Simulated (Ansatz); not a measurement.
Single-point calculation, with input and output: MoS2

The run: single-point calculation of MoS2 (6 atoms in the cell). Method and program: DFT PBE, scalar-relativistic, plane waves, PAW, spin-polarised (Ansatz 0.2.0).

The structure was made by swapping elements on the sites of another compound; it need not be a known phase. It belongs to a series of runs on one base structure; here: ZrSi2 type (Cmcm, No. 63). Figures and captions count atoms from 1; the log counts them from 0 in places.

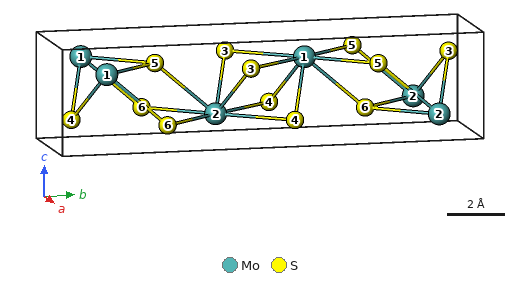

Fig. 1: The structure (ball-and-stick view of the cell 2 times as large as that of the calculation, set on its symmetry axes, seen slightly off an axis; atoms are numbered from 1 in the order of the input).

## The input
```yaml
crystal:
  lattice:
    - [1.9405500435, -7.7155976502, 0.0]
    - [1.9405500435, 7.7155976502, 0.0]
    - [0.0, 0.0, 3.8454936643]
  atoms:
    - { symbol: Mo, position: [0.8946, 0.1054, 0.75], spin: 1.0 }
    - { symbol: Mo, position: [0.1054, 0.8946, 0.25], spin: 1.0 }
    - { symbol: S, position: [0.5522, 0.4478, 0.75] }
    - { symbol: S, position: [0.4478, 0.5522, 0.25] }
    - { symbol: S, position: [0.2496, 0.7504, 0.75] }
    - { symbol: S, position: [0.7504, 0.2496, 0.25] }
basis:
  ecutwfc: 420
kpoints:
  mp_grid: { grid: [6, 6, 6] }
hamiltonian:
  xc: pbe
scf:
  occupations: { method: gaussian, width: 0.1 }
  lower_state_search: "off"
output:
  forces: true
  stress: true
  eigenvalues: true
  populations: true
magnetization:
  spin_polarized: true
```

Machine: 1 thread of Intel Xeon @ 2.50GHz (Skylake/Cascade Lake), 16 GiB of memory available, shared host.

Command:
```bash
ansatz run input.yaml --threads 1 --pin off --max-ram 2560MiB --backend cpu --events-out ev --progress --plain --runs-dir out
```

## Output
```
basis.fft_grid_basis auto: the FFT boxes are laid along the combinations [[1, 1, 0], [0, 1, 0], [0, 0, 1]] of the cell's own vectors, 3.881, 7.956 and 3.845 Å long. The dense box has 27×54×27 points. Along the cell's own vectors, as sized, it would have 54×54×27, 2.00 times as many. Of the 8 symmetry operations that the crystal satisfies within crystal.symmetry.tolerance (time reversal apart; of a slab, those that keep its plane) the dense box along the cell's own vectors carries 8, and the one as laid loses 4 of those. basis.fft_grid_basis: typed keeps the cell's own vectors: state it where this run's energies or levels are differenced outside the engine with another run's, or held beside a run that keeps those vectors.
Engine: ansatz 0.2.0, x86_64-unknown-linux-gnu
Pseudopotentials: kind: paw
Pseudopotential: Mo, paw, valence charge 14, recommended cutoff 420 eV (normal), Mo.paw.azcp
Pseudopotential: S, paw, valence charge 6, recommended cutoff 420 eV (normal), S.paw.azcp
Functional definition: PBE
  parameter kappa = 0.804
  parameter beta = 0.06672455060314922
  exchange = pbe_x(kappa = kappa, mu = beta*pi^2/3)
  correlation = pbe_c(beta = beta)
Crystal: 6 atoms, lattice volume = 115.153 Å³
Basis set: ecut = 420 eV, 2283 PW (Γ), FFT grids on a1+a2, a2, a3, exchange–correlation on 54×108×54 points (8 copies of the dense FFT grid, shifted against one another)
Bands: 33, of which v1, the nominal top of the filled ones, is band 26 counted from 1 (25 counted from 0)
Symmetry: 8 space group operations
Space group: Cmcm (ITA 63), of the structure as read, at distance tolerance 4.9e-5 Å
Magnetic group: BNS 63.457 (UNI 555), of the structure as read, at distance tolerance 4.9e-5 Å
k-points: 52 of 216
Non-local potential: Mo, projectors of the file, l = 0: 3, l = 1: 2, l = 2: 2, l = 3: 1
Non-local potential: S, projectors of the file, l = 0: 2, l = 1: 2, l = 2: 2
PAW form: soft (Blöchl's): semilocal exchange-correlation on the pseudo side does not see the compensation charge
PAW one-centre angular grid: Mo, 590 points (default); XC on 64 Gauss nodes
PAW one-centre angular grid: S, 110 points (default); XC on 64 Gauss nodes
Initial density: superposition of atomic densities (chi_scale 0.1, normalization cell)
Starting moments: Σ|m| = 2 μB on 2 of 6 sites
Initial wavefunctions: pseudopotential atomic-orbital guess
Functional: x = pbe(κ = 0.804, μ = 0.2195149727645171), c = pbe(β = 0.06672455060314922)
SCF iter   1: F=—  HF=-13518.038660 eV  |F-HF|=—  |Δ(HF+E_count)|=         —  Δρ=6.01e-2 (↑6.01e-2 ↓4.26e-2)  dr2=2.92e1  dr2_m=2.32e-1  M=1.659 μB ∫|m|=1.711 μB  β_m=0.30  ethr=3.10e-3  ⟨swp⟩=5.5  Hψ=12615  notcnv=0
preconditioner: auto → Kerker (q_TF=auto, 2.390 Å⁻¹)  [metal: Δε(μ)=0.006 eV  Ē_g=7.188 eV  σ=0.100 eV  W_gap=0.04  n_scr=30 (ndim 8)  ℏωp=20.8 eV  f_vac=0.000  D(μ)=8.70/eV (n_scr^D=106)]
spin=Collinear: Kerker preconditioning applied to the charge; magnetization (m = ρ↑ − ρ↓) channel mixes plain (no charge-response kernel on spin).
SCF iter   2: F=—  HF=-13514.772627 eV  |F-HF|=—  |Δ(HF+E_count)|=    3.27e0  Δρ=1.59e-2 (↑1.40e-2 ↓1.59e-2)  dr2=1.22e0  dr2_m=6.16e-2  M=2.010 μB ∫|m|=2.164 μB  β_m=1.00  ethr=3.10e-3  ⟨swp⟩=3.1  Hψ=7806  notcnv=0  defer=93
SCF iter   3: F=—  HF=-13514.725214 eV  |F-HF|=—  |Δ(HF+E_count)|=   4.74e-2  Δρ=1.16e-2 (↑1.16e-2 ↓1.12e-2)  dr2=2.76e-1  dr2_m=6.88e-2  M=2.636 μB ∫|m|=2.886 μB  β_m=1.00  ethr=2.34e-3  ⟨swp⟩=1.9  Hψ=4484  notcnv=0  defer=85
SCF iter   4: F=—  HF=-13514.778583 eV  |F-HF|=—  |Δ(HF+E_count)|=   5.34e-2  Δρ=1.08e-2 (↑7.42e-3 ↓1.08e-2)  dr2=8.49e-2  dr2_m=7.65e-2  M=3.362 μB ∫|m|=3.685 μB  β_m=1.00  ethr=5.30e-4  ⟨swp⟩=2.7  Hψ=5758  notcnv=0  defer=89
SCF iter   5: F=—  HF=-13514.870464 eV  |F-HF|=—  |Δ(HF+E_count)|=   9.19e-2  Δρ=9.64e-3 (↑9.64e-3 ↓7.24e-3)  dr2=2.61e-2  dr2_m=7.22e-2  M=4.006 μB ∫|m|=4.463 μB  β_m=1.00  ethr=1.63e-4  ⟨swp⟩=2.4  Hψ=5814  notcnv=0  defer=97
SCF iter   6: F=—  HF=-13514.949254 eV  |F-HF|=—  |Δ(HF+E_count)|=   7.88e-2  Δρ=6.18e-3 (↑6.18e-3 ↓6.17e-3)  dr2=1.38e-2  dr2_m=3.86e-2  M=4.489 μB ∫|m|=5.068 μB  β_m=1.00  ethr=5.03e-5  ⟨swp⟩=2.0  Hψ=6117  notcnv=0  defer=92
SCF iter   7: F=—  HF=-13515.008450 eV  |F-HF|=—  |Δ(HF+E_count)|=   5.92e-2  Δρ=5.26e-3 (↑3.69e-3 ↓5.26e-3)  dr2=1.98e-2  dr2_m=1.98e-2  M=4.831 μB ∫|m|=5.515 μB  β_m=1.00  ethr=2.64e-5  ⟨swp⟩=2.1  Hψ=5145  notcnv=0  defer=91
SCF iter   8: F=—  HF=-13515.049310 eV  |F-HF|=—  |Δ(HF+E_count)|=   4.09e-2  Δρ=3.48e-3 (↑3.13e-3 ↓3.48e-3)  dr2=1.22e-2  dr2_m=7.80e-3  M=5.012 μB ∫|m|=5.807 μB  β_m=1.00  ethr=2.64e-5  ⟨swp⟩=2.0  Hψ=5899  notcnv=0  defer=91
SCF iter   9: F=—  HF=-13515.070195 eV  |F-HF|=—  |Δ(HF+E_count)|=   2.09e-2  Δρ=2.55e-3 (↑2.55e-3 ↓2.15e-3)  dr2=4.36e-3  dr2_m=5.11e-3  M=5.151 μB ∫|m|=6.025 μB  β_m=0.30  ethr=2.34e-5  ⟨swp⟩=2.0  Hψ=6008  notcnv=0  defer=91
Mixer restart at iter 9: flushing history
spin-set hold released at iteration 9 (site moments contracting): the magnetisation degrees of freedom join the quasi-Newton model from the next iteration; the mixer history was flushed
SCF iter  10: F=—  HF=-13515.084559 eV  |F-HF|=—  |Δ(HF+E_count)|=   1.44e-2  Δρ=2.31e-3 (↑2.31e-3 ↓2.00e-3)  dr2=2.90e-3  dr2_m=4.43e-3  M=5.183 μB ∫|m|=6.078 μB  β_m=0.63  ethr=8.38e-6  ⟨swp⟩=1.6  Hψ=3503  notcnv=0  defer=91
SCF iter  11: F=—  HF=-13515.104396 eV  |F-HF|=—  |Δ(HF+E_count)|=   1.98e-2  Δρ=9.88e-4 (↑9.88e-4 ↓9.27e-4)  dr2=4.19e-4  dr2_m=9.00e-4  M=5.300 μB ∫|m|=6.293 μB  β_m=0.82  ethr=5.57e-6  ⟨swp⟩=2.1  Hψ=5827  notcnv=0  defer=91
SCF iter  12: F=—  HF=-13515.105764 eV  |F-HF|=—  |Δ(HF+E_count)|=   1.37e-3  Δρ=2.10e-4 (↑1.64e-4 ↓2.10e-4)  dr2=1.37e-4  dr2_m=2.84e-5  M=5.339 μB ∫|m|=6.383 μB  β_m=0.90  ethr=8.05e-7  ⟨swp⟩=2.2  Hψ=6403  notcnv=0  defer=90
SCF iter  13: F=—  HF=-13515.105830 eV  |F-HF|=—  |Δ(HF+E_count)|=   6.66e-5  Δρ=9.37e-5 (↑9.37e-5 ↓4.23e-5)  dr2=2.53e-5  dr2_m=2.25e-6  M=5.347 μB ∫|m|=6.404 μB  β_m=0.90  ethr=2.64e-7  ⟨swp⟩=2.0  Hψ=4916  notcnv=0  defer=90
SCF iter  14: F=—  HF=-13515.105834 eV  |F-HF|=—  |Δ(HF+E_count)|=   3.43e-6  Δρ=5.61e-5 (↑5.61e-5 ↓3.77e-5)  dr2=2.19e-5  dr2_m=4.41e-7  M=5.349 μB ∫|m|=6.409 μB  β_m=0.78  ethr=4.87e-8  ⟨swp⟩=2.0  Hψ=5306  notcnv=0  defer=99
SCF iter  15: F=—  HF=-13515.105832 eV  |F-HF|=—  |Δ(HF+E_count)|=   1.46e-6  Δρ=2.22e-5 (↑2.22e-5 ↓1.54e-5)  dr2=4.90e-6  dr2_m=8.25e-8  M=5.349 μB ∫|m|=6.410 μB  β_m=0.89  ethr=4.22e-8  ⟨swp⟩=1.5  Hψ=3390  notcnv=0  defer=99
SCF iter  16: F=—  HF=-13515.105832 eV  |F-HF|=—  |Δ(HF+E_count)|=   2.16e-7  Δρ=8.00e-6 (↑8.00e-6 ↓3.11e-6)  dr2=3.90e-7  dr2_m=1.68e-8  M=5.350 μB ∫|m|=6.410 μB  β_m=0.94  ethr=9.43e-9  ⟨swp⟩=1.4  Hψ=3409  notcnv=0  defer=99
SCF iter  17: F=-13515.105832 eV  HF=-13515.105832 eV  |F-HF|=1.32e-8  |Δ(HF+E_count)|=   1.21e-9  Δρ=1.25e-6 (↑1.25e-6 ↓6.55e-7)  dr2=1.58e-8  dr2_m=2.33e-10  M=5.349 μB ∫|m|=6.410 μB  ethr=1.92e-10  ⟨swp⟩=5.9  Hψ=13018  notcnv=0
the search or the solves at the SCF's close seem to have found levels that the self-consistency loop had missed (the run counts 2). By its estimate they hold under 1e-12 electrons; where the run keeps them, the occupations were computed again with them
SCF 1 converged in 17 iterations: F = -13515.105832 eV  dr2 = 1.58e-8
  greatest PAW one-centre occupation: 0.998 electrons in one spin orbital (limit 2), on the Mo atom at site 1 (counted from 0), in its partial waves of l = 0
```

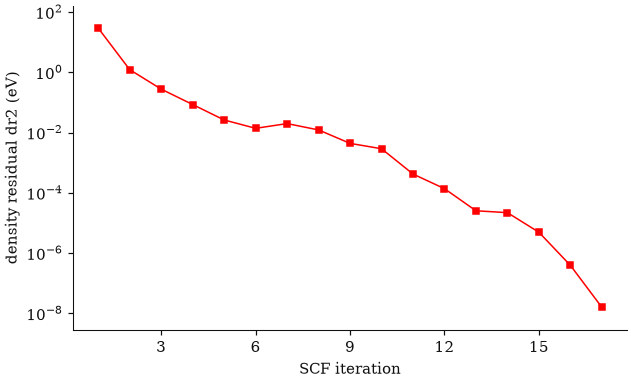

Fig. 2: Convergence of the self-consistent field: density residual dr2 against the SCF iteration. The residual falls almost steadily, with no more than small rises.

```
SCF converged after 17 iterations
Magnetization: 5.3494 μB (28.6747 up, 23.3253 down)
Absolute magnetization: 6.4083 μB (∫|ρ↑−ρ↓|, with the PAW one-centre terms)
Spin contamination: 0.3869 ħ² per cell (⟨S²⟩ above its minimum at these occupations)
Per-site moments (μB) at R_I (Å): [(2.4333049265052447, 1.1766472416501974), (2.4333049265052455, 1.1766472416501974), (-0.12013216001525799, 1.0347363710540554), (-0.12013216001525814, 1.0347363710540554), (-0.11353142363810194, 1.1268758811733137), (-0.11353142363810195, 1.1268758811733137)]
Free energy (F): -13515.105832 eV
Harris-Foulkes:  -13515.105832 eV  (|F-HF|=1.32e-8)
Internal energy: -13515.087949 eV  (E = F + TS)
E sigma→0 (E₀):  -13515.096891 eV
Entropy (-TS):   -0.017883 eV (-2.980 meV/atom)
Fermi energy:    10.610013 eV
--- Per-component energies (eV) ---
  E_band       = -314.718967
  E_kinetic    = 1290.408412
  E_local      = -2804.596164  (includes V_loc(G=0)·N_el)
  E_nonlocal   = 409.594324
  E_hartree    = 947.118814
  E_xc         = -745.372656
  E_vxc        = -794.369064  (∫ρ·V_xc dr)
  E_paw        = -8805.431386  (= ΣΔE_a)
  E_vpaw       = -309.998183  (= ΣTr[D̂ρ^β])
  E_aug_tail   = 0.000096  (compensation charges beyond the density's cutoff)
  E_ewald      = -3806.809390
  E_smearing   = -0.017883  (= −TS)
  E_closure    = -0.000000  (closes the sum)
  Σ components = -13515.105832   (vs F -13515.105832, Δ=0.00e0)
--- Forces (eV/Å), atoms counted from 1 ---
  atom   1  Mo     0.00000000     1.10180960     0.00000000
  atom   2  Mo     0.00000000    -1.10180960    -0.00000000
  atom   3  S      0.00000000    -2.28082748    -0.00000000
  atom   4  S      0.00000000     2.28082748     0.00000000
  atom   5  S      0.00000000     0.02333714    -0.00000000
  atom   6  S      0.00000000    -0.02333714     0.00000000
  max |Σ_I F_I| component: 4.48e-16 eV/Å
--- Stress (GPa, compression-positive) ---
      -16.987765       0.000000       0.000000
        0.000000     -10.896465      -0.000000
        0.000000      -0.000000      -2.932265
  P = ⅓ Tr σ = -10.2722 GPa (-102.722 kbar)
--- Band table (eV; the first three rows and the last of 104) ---
  k-point 0 ↑: bands = ["-51.6280", "-51.6265", "-25.8160", "-25.7905", "-25.7644", "-25.7577", "-25.7317", "-25.7286", "-4.7861", "-4.1195", "-1.3312", "-0.0850", "5.0537", "5.3755", "5.5980", "5.7090", "5.9228", "5.9843", "7.0630", "7.6627", "8.9131", "8.9712", "8.9761", "9.2961", "9.4795", "9.7788", "9.8355", "10.2798", "10.2889", "10.3001", "10.4836", "10.9447", "11.6927"]
  k-point 1 ↑: bands = ["-51.6276", "-51.6263", "-25.8139", "-25.7922", "-25.7702", "-25.7648", "-25.7308", "-25.7281", "-4.5645", "-3.9302", "-1.4533", "-0.5333", "4.0385", "5.7959", "5.8772", "5.9320", "5.9954", "6.1603", "7.0608", "7.9500", "8.2706", "8.3126", "9.1210", "9.1466", "9.3651", "9.9771", "10.0714", "10.2089", "10.3208", "10.5309", "10.7536", "10.9465", "11.5868"]
  k-point 2 ↑: bands = ["-51.6268", "-51.6261", "-25.8092", "-25.7979", "-25.7804", "-25.7786", "-25.7290", "-25.7274", "-3.9274", "-3.3819", "-1.9962", "-1.5305", "3.5830", "5.2507", "6.0523", "6.2587", "6.3838", "6.8481", "7.2307", "7.3004", "7.4790", "8.7580", "9.0101", "9.2228", "9.3308", "9.5134", "9.6439", "9.8546", "10.0562", "10.9202", "11.0994", "11.2762", "11.7780"]
  k-point 51 ↓: bands = ["-49.9117", "-49.9117", "-23.8763", "-23.8763", "-23.8763", "-23.8763", "-23.8522", "-23.8522", "-2.9999", "-2.9999", "-2.7608", "-2.7608", "4.6566", "4.6566", "6.3213", "6.3213", "6.7734", "6.7734", "7.6525", "7.6525", "7.7769", "7.7769", "10.0600", "10.0600", "11.4061", "11.4061", "11.6103", "11.6103", "11.9719", "11.9719", "12.7403", "12.7403", "13.0234"]
--- Löwdin populations: 6 sites ---
  site symbol       q [e]    m [muB]
     0     Mo     13.4287     2.9370
     1     Mo     13.4287     2.9370
     2      S      6.2562    -0.1701
     3      S      6.2562    -0.1701
     4      S      6.1277    -0.1273
     5      S      6.1277    -0.1273
  spilling = 0.007210 (of n_electrons = 52.000000)
```

## File populations.tsv
```
# site	symbol	l	j	q_up	q_dn
# orbitals = lowdin
# n_electrons = 52.000000
# spilling = 0.007210
0	Mo	0_4S	-	0.995584	0.995306
0	Mo	0_5S	-	0.279438	0.219611
0	Mo	1_4P	-	2.998591	2.998102
0	Mo	2_4D	-	3.909227	1.032828
1	Mo	0_4S	-	0.995584	0.995306
1	Mo	0_5S	-	0.279438	0.219611
1	Mo	1_4P	-	2.998591	2.998102
1	Mo	2_4D	-	3.909227	1.032828
2	S	0_3S	-	0.951520	0.917840
2	S	1_3P	-	2.091521	2.295275
3	S	0_3S	-	0.951520	0.917840
3	S	1_3P	-	2.091521	2.295275
4	S	0_3S	-	0.973976	0.946446
4	S	1_3P	-	2.026242	2.181037
5	S	0_3S	-	0.973976	0.946446
5	S	1_3P	-	2.026242	2.181037
```

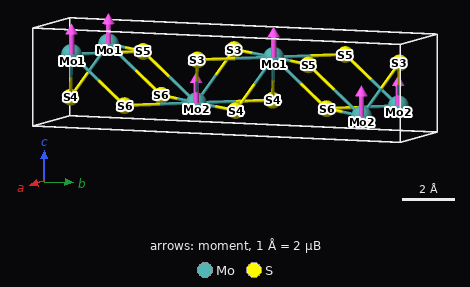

Fig. 3: Magnetic moments of the sites as pink arrows (ball-and-stick view of the cell 2 times as large as that of the calculation, set on its symmetry axes, seen slightly off an axis; atoms are numbered from 1 in the order of the input); small moments hardly show. The run is collinear, so the axis drawn is arbitrary. Site moments: Mo1, Mo2 (2.43 μB); S3, S4 (−0.12 μB); S5, S6 (−0.11 μB). They are counted near the atoms and needn't add up to the moment of the cell.

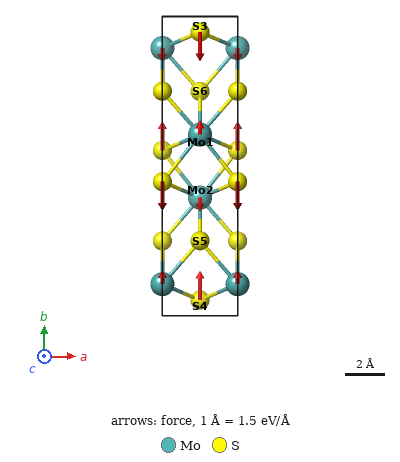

Fig. 4: Forces on the atoms as red arrows (ball-and-stick view of the cell 2 times as large as that of the calculation, set on its symmetry axes, along the c axis; atoms are numbered from 1 in the order of the input); the smallest are left out. The largest act on S3, S4 (2.28 eV/Å); Mo1, Mo2 (1.10 eV/Å). The geometry is not a stationary point of this energy.

## Key numbers

| quantity | value |
| --- | --- |
| outcome | converged |
| space group (tolerance 0.01 Å) | Cmcm (63) |
| electrons treated | 52 |
| free energy | −13515.1058 eV |
| Fermi energy | 10.610 eV |
| gap on the k-point mesh | none (metallic) |
| net moment of the cell | 5.35 μB |
| integrated absolute moment | 6.41 μB |
| pressure | −10.27 GPa |
| largest force (length of the vector) | 2.281 eV/Å |
| wall time | 34 s |
| peak memory | 0.6 GiB |
